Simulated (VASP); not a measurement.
# NiO: geometry relaxation (part 2 of 4)

NiO (R-3m, 4 atoms in the cell); Kohn-Sham DFT of a periodic cell, PBE, VASP PAW PBE potentials, recommended, spin-polarised (VASP 6.6.1); cutoff 520 eV, 3×3×3 k-mesh, Gaussian smearing of 0.02 eV, collinear spins. The structure was built on a prototype by a generator; it need not be a known phase.

Geometry of the input (Å; fractional positions):
```
0.0000  1.6606  4.6616
-1.4381  -0.8303  4.6616
1.4381  -0.8303  4.6616
Ni 0.5000  -0.5000  0.5000
Ni 1.0000  -0.0000  1.0000
O  0.2500  0.2500  0.2500
O  0.7500  0.7500  0.7500
```

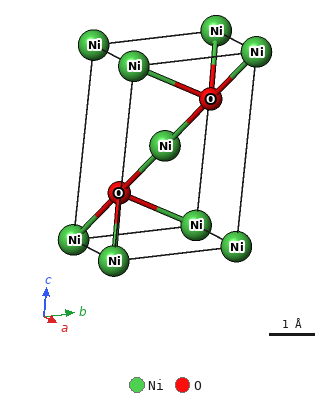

Figure 1. The input geometry (ball-and-stick view of the reduced cell, seen slightly off an axis).

### Parts of OUTCAR, continued
```
   k-points           NKPTS =      6   k-points in BZ     NKDIM =      6   number of bands    NBANDS=     20
   number of dos      NEDOS =    301   number of ions     NIONS =      4
   total plane-waves  NPLWV =  64000
   dimension x,y,z NGX =    40 NGY =   40 NGZ =   40
   dimension x,y,z NGXF=    80 NGYF=   80 NGZF=   80
   ions per type =               2   2
   NGX,Y,Z   is equivalent  to a cutoff of  13.44, 13.44, 13.44 a.u.
   NGXF,Y,Z  is equivalent  to a cutoff of  26.88, 26.88, 26.88 a.u.
 SYSTEM =  NiO
   PREC   = accura    normal or accurate (medium, high low for compatibility)
   ISTART =      0    job   : 0-new  1-cont  2-samecut
   ICHARG =      2    charge: 1-file 2-atom 10-const
   ISPIN  =      2    spin polarized calculation?
   LNONCOLLINEAR =      F non collinear calculations
   LSORBIT =      F    spin-orbit coupling
   LASPH  =      T    aspherical Exc in radial PAW
   ENCUT  =  520.0 eV  38.22 Ry    6.18 a.u.   9.20  9.20  9.20*2*pi/ulx,y,z
   NELM   =    100;   NELMIN=  2; NELMDL= -5     # of ELM steps
   EDIFF  = 0.1E-06   stopping-criterion for ELM
   LREAL  =      F    real-space projection
   EDIFFG = -.2E-02   stopping-criterion for IOM
   NSW    =     80    number of steps for IOM
   IBRION =      2    ionic relax: 0-MD 1-quasi-New 2-CG
   NFREE  =      1    steps in history (QN), initial steepest desc. (CG)
   ISIF   =      3    stress and relaxation
   ISYM   =      2    0-nonsym 1-usesym 2-fastsym
   POTIM  = 0.5000    time-step for ionic-motion
   TEBEG  =    0.0;   TEEND  =   0.0 temperature during run
   PSTRESS=    0.0 pullay stress
   NELECT =      32.0000    total number of electrons
   NUPDOWN=      -1.0000    fix difference up-down
   EMIN   =  10.00;   EMAX   =-10.00  energy-range for DOS
   EFERMI =   0.00;   METHOD = LEGACY
   ISMEAR =     0;   SIGMA  =   0.02  broadening in eV -4-tet -1-fermi 0-gaus
   EFERMI_NEDOS =   21; number of points for ismear=-14 and -15
   IALGO  =     68    algorithm
   IMIX   =      4    mixing-type and parameters
     AMIX     =   0.40;   BMIX     =  1.00
     AMIX_MAG =   1.60;   BMIX_MAG =  1.00
  volume/ion in A,a.u.               =       8.35        56.35
  Fermi-wavevector in a.u.,A,eV,Ry     =   1.613919  3.049865 35.439564  2.604734
  Thomas-Fermi vector in A             =   2.708911
   LORBIT       =     11    0 simple, 1 ext, 2 COOP (PROOUT), +10 PAW based schemes
   GGA     = PE    functional components
   LHFCALC =     F    Hartree Fock is set to
   AEXX    =    0.0000 exact exchange contribution
   IVDW    =     0    specifies the selected vdW correction
   LEPSILON=     F    determine dielectric tensor
   LRPA    =     F    only Hartree local field effects (RPA)
 conjugate gradient relaxation of ions
 spin polarized calculation
 RMM-DIIS sequential band-by-band and
 Gauss-broadening in eV      SIGMA  =   0.02
  energy-cutoff  :      520.00
  volume of cell :       33.40
 maximum number of plane-waves:       923
 NGX is ok and might be reduce to    40
   NGX = 19   NGY = 19   NGZ = 19

--------------------------------------- Ionic step        1  -------------------------------------------

 number of electron      31.9999994 magnetization      -0.0000000

 number of electron      31.9999994 magnetization       0.0000000

 Free energy of the ion-electron system (eV)
  ---------------------------------------------------
  ext. energy  EPLUGINS =         0.00000000
  ---------------------------------------------------
  free energy    TOTEN  =       -23.27391928 eV

  energy without entropy =      -23.27391928  energy(sigma->0) =      -23.27391928

------------------------ aborting loop because EDIFF is reached ----------------------------------------

  FORCE on cell =-STRESS in cart. coord.  units (eV):
  Direction    XX          YY          ZZ          XY          YZ          ZX
  --------------------------------------------------------------------------------------
  -------------------------------------------------------------------------------------
  Total        4.8347426      4.8347426      4.8852101      0.0000000      0.0000000      0.0000000
  in kB      231.9287798    231.9287800    234.3497736      0.0000000      0.0000000      0.0000000
  external PRESSURE =     232.7357778 kB  Pullay stress =       0.0000000 kB

 VOLUME and BASIS-vectors are now :
 -----------------------------------------------------------------------------
  energy-cutoff  :      520.00
  volume of cell :       33.40
      direct lattice vectors                 reciprocal lattice vectors
     0.000000000  1.660621460  4.661611920     0.000000000  0.401456131  0.071506024
    -1.438140370 -0.830310730  4.661611920    -0.347671208 -0.200728066  0.071506024
     1.438140370 -0.830310730  4.661611920     0.347671208 -0.200728066  0.071506024

 POSITION                                       TOTAL-FORCE (eV/Angst)
 -----------------------------------------------------------------------------------
      0.00000      0.00000      6.99242        -0.000000      0.000000      0.000000
      0.00000      0.00000      0.00000         0.000000      0.000000      0.000000
      0.00000      0.00000      3.49621         0.000000     -0.000000     -0.000000
      0.00000      0.00000     10.48863        -0.000000      0.000000     -0.000000
 -----------------------------------------------------------------------------------
    total drift:                               -0.000000      0.000000      0.000000

  FREE ENERGIE OF THE ION-ELECTRON SYSTEM (eV)
  ---------------------------------------------------
  free  energy   TOTEN  =       -23.2739192802 eV

  energy  without entropy=      -23.2739192802  energy(sigma->0) =      -23.27391928

--------------------------------------- Ionic step        2  -------------------------------------------

 number of electron      31.9999988 magnetization      -0.0000000

 number of electron      31.9999988 magnetization       0.0000000

------------------------ aborting loop because EDIFF is reached ----------------------------------------

  FORCE on cell =-STRESS in cart. coord.  units (eV):
  Direction    XX          YY          ZZ          XY          YZ          ZX
  --------------------------------------------------------------------------------------
  -------------------------------------------------------------------------------------
  Total       -3.2943639     -3.2943639     -3.1964462      0.0000000     -0.0000000      0.0000000
  in kB     -133.2490760   -133.2490760   -129.2885385      0.0000000     -0.0000000      0.0000000
  external PRESSURE =    -131.9288968 kB  Pullay stress =       0.0000000 kB

 VOLUME and BASIS-vectors are now :
 -----------------------------------------------------------------------------
  energy-cutoff  :      520.00
  volume of cell :       39.61
      direct lattice vectors                 reciprocal lattice vectors
     0.000000000  1.757452635  4.936268853     0.000000000  0.379336918  0.067527386
    -1.521998627 -0.878726318  4.936268853    -0.328515408 -0.189668459  0.067527386
     1.521998627 -0.878726318  4.936268853     0.328515408 -0.189668459  0.067527386

 POSITION                                       TOTAL-FORCE (eV/Angst)
 -----------------------------------------------------------------------------------
      0.00000      0.00000      7.40440        -0.000000     -0.000000      0.000000
      0.00000      0.00000      0.00000         0.000000     -0.000000      0.000000
      0.00000      0.00000      3.70220         0.000000      0.000000     -0.000000
      0.00000      0.00000     11.10660         0.000000     -0.000000     -0.000000
 -----------------------------------------------------------------------------------
    total drift:                               -0.000000      0.000000      0.000000

  FREE ENERGIE OF THE ION-ELECTRON SYSTEM (eV)
  ---------------------------------------------------
  free  energy   TOTEN  =       -23.3657553497 eV

  energy  without entropy=      -23.3657553497  energy(sigma->0) =      -23.36575535

--------------------------------------- Ionic step        3  -------------------------------------------

 number of electron      32.0000011 magnetization       0.0000000

 number of electron      32.0000011 magnetization      -0.0000000

------------------------ aborting loop because EDIFF is reached ----------------------------------------

  FORCE on cell =-STRESS in cart. coord.  units (eV):
  Direction    XX          YY          ZZ          XY          YZ          ZX
  --------------------------------------------------------------------------------------
  -------------------------------------------------------------------------------------
  Total       -0.0563761     -0.0563761      0.0188386      0.0000000      0.0000000     -0.0000000
  in kB       -2.4600336     -2.4600336      0.8220435      0.0000000      0.0000000     -0.0000000
  external PRESSURE =      -1.3660079 kB  Pullay stress =       0.0000000 kB

 VOLUME and BASIS-vectors are now :
 -----------------------------------------------------------------------------
  energy-cutoff  :      520.00
  volume of cell :       36.72
      direct lattice vectors                 reciprocal lattice vectors
     0.000000000  1.713703548  4.812176689     0.000000000  0.389020999  0.069268723
    -1.484110807 -0.856851774  4.812176689    -0.336902068 -0.194510500  0.069268723
     1.484110807 -0.856851774  4.812176689     0.336902068 -0.194510500  0.069268723

 POSITION                                       TOTAL-FORCE (eV/Angst)
 -----------------------------------------------------------------------------------
      0.00000      0.00000      7.21827        -0.000000      0.000000     -0.000000
      0.00000      0.00000      0.00000         0.000000      0.000000     -0.000000
      0.00000      0.00000      3.60913         0.000000      0.000000     -0.000000
      0.00000      0.00000     10.82740        -0.000000     -0.000000      0.000000
 -----------------------------------------------------------------------------------
    total drift:                               -0.000000      0.000000      0.000000

  FREE ENERGIE OF THE ION-ELECTRON SYSTEM (eV)
  ---------------------------------------------------
  free  energy   TOTEN  =       -23.4938281362 eV

  energy  without entropy=      -23.4938281362  energy(sigma->0) =      -23.49382814

--------------------------------------- Ionic step        4  -------------------------------------------

 number of electron      32.0000011 magnetization       0.0000000

 number of electron      32.0000011 magnetization      -0.0000000

------------------------ aborting loop because EDIFF is reached ----------------------------------------

  FORCE on cell =-STRESS in cart. coord.  units (eV):
  Direction    XX          YY          ZZ          XY          YZ          ZX
  --------------------------------------------------------------------------------------
  -------------------------------------------------------------------------------------
  Total        0.0321755      0.0321755      0.1069631      0.0000000      0.0000000      0.0000000
  in kB        1.4066359      1.4066359      4.6761665      0.0000000      0.0000000      0.0000000
  external PRESSURE =       2.4964794 kB  Pullay stress =       0.0000000 kB

 VOLUME and BASIS-vectors are now :
 -----------------------------------------------------------------------------
  energy-cutoff  :      520.00
  volume of cell :       36.65
      direct lattice vectors                 reciprocal lattice vectors
     0.000000000  1.712641906  4.809165392     0.000000000  0.389262148  0.069312096
    -1.483191398 -0.856320953  4.809165392    -0.337110909 -0.194631074  0.069312096
     1.483191398 -0.856320953  4.809165392     0.337110909 -0.194631074  0.069312096

 POSITION                                       TOTAL-FORCE (eV/Angst)
 -----------------------------------------------------------------------------------
      0.00000      0.00000      7.21375         0.000000      0.000000     -0.000000
      0.00000      0.00000      0.00000        -0.000000     -0.000000      0.000000
      0.00000      0.00000      3.60687        -0.000000      0.000000      0.000000
      0.00000      0.00000     10.82062         0.000000     -0.000000     -0.000000
 -----------------------------------------------------------------------------------
    total drift:                               -0.000000      0.000000      0.000000

  FREE ENERGIE OF THE ION-ELECTRON SYSTEM (eV)
  ---------------------------------------------------
  free  energy   TOTEN  =       -23.4937998252 eV

  energy  without entropy=      -23.4937998252  energy(sigma->0) =      -23.49379983

--------------------------------------- Ionic step        5  -------------------------------------------

 number of electron      32.0000011 magnetization      -0.0000000

------------------------ aborting loop because EDIFF is reached ----------------------------------------

  FORCE on cell =-STRESS in cart. coord.  units (eV):
  Direction    XX          YY          ZZ          XY          YZ          ZX
  --------------------------------------------------------------------------------------
  -------------------------------------------------------------------------------------
  Total        0.0386602      0.0386602      0.0922586      0.0000000      0.0000000      0.0000000
  in kB        1.6900857      1.6900857      4.0332198      0.0000000      0.0000000      0.0000000
  external PRESSURE =       2.4711304 kB  Pullay stress =       0.0000000 kB

 VOLUME and BASIS-vectors are now :
 -----------------------------------------------------------------------------
  energy-cutoff  :      520.00
  volume of cell :       36.65
      direct lattice vectors                 reciprocal lattice vectors
     0.000000000  1.712192485  4.811808876     0.000000000  0.389364322  0.069274018
    -1.482802188 -0.856096242  4.811808876    -0.337199395 -0.194682161  0.069274018
     1.482802188 -0.856096242  4.811808876     0.337199395 -0.194682161  0.069274018

 POSITION                                       TOTAL-FORCE (eV/Angst)
 -----------------------------------------------------------------------------------
      0.00000      0.00000      7.21771        -0.000000      0.000000     -0.000000
      0.00000      1.71219      4.81181         0.000000      0.000000      0.000000
      0.00000      0.00000      3.60886         0.000000     -0.000000      0.000000
      0.00000      0.00000     10.82657         0.000000     -0.000000     -0.000000
 -----------------------------------------------------------------------------------
    total drift:                               -0.000000      0.000000     -0.000000

  FREE ENERGIE OF THE ION-ELECTRON SYSTEM (eV)
  ---------------------------------------------------
  free  energy   TOTEN  =       -23.4938354724 eV

  energy  without entropy=      -23.4938354724  energy(sigma->0) =      -23.49383547

--------------------------------------- Ionic step        6  -------------------------------------------

 number of electron      32.0000011 magnetization      -0.0000000

 number of electron      32.0000011 magnetization       0.0000000

------------------------ aborting loop because EDIFF is reached ----------------------------------------

  FORCE on cell =-STRESS in cart. coord.  units (eV):
  Direction    XX          YY          ZZ          XY          YZ          ZX
  --------------------------------------------------------------------------------------
  -------------------------------------------------------------------------------------
  Total        0.0619986      0.0619986      0.0544146      0.0000000     -0.0000000      0.0000000
  in kB        2.7101911      2.7101911      2.3786663      0.0000000     -0.0000000      0.0000000
  external PRESSURE =       2.5996829 kB  Pullay stress =       0.0000000 kB

 VOLUME and BASIS-vectors are now :
```
